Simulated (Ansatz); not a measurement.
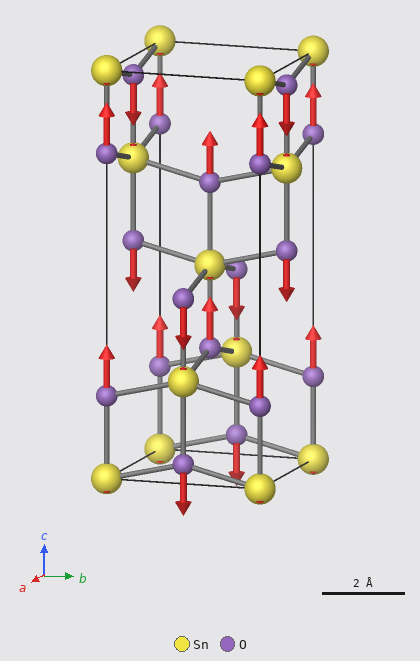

Lattice vibrations of solid SnO₂, space group I4₁/amd (No. 141), at the zone centre. The optical levels lie at 148 (×2), 178 (×2), 247 (×2), 284, 443, 515, 525, 574, 584 (×2), 744 (×2) cm⁻¹. One mode is drawn. The red arrows give the relative displacements of the atoms. The picture is a ball-and-stick view of the conventional cell (2 times the calculation's cell), seen slightly off an axis. Lengths and directions refer to the drawn axes.

Computed with Ansatz, DFT LDA, scalar-relativistic, plane waves, PAW. Set-up: plane-wave cutoff 420 eV; k-point mesh 10 × 10 × 10; occupations gaussian; smearing width 0.05 eV; no spin polarisation.

Frequencies are those without the non-analytic (LO–TO) term.

**To which level does it belong?**

The level at 574 cm⁻¹. This is the B₁g mode, optical level 8 of 10, counted from below, Raman-active by symmetry. All motion is along c; atoms of one kind move against one another, with no net shift of any sublattice; it stretches the O–Sn bonds (2.07 Å); the kinetic energy is shared as O 99 %, Sn 1 %.
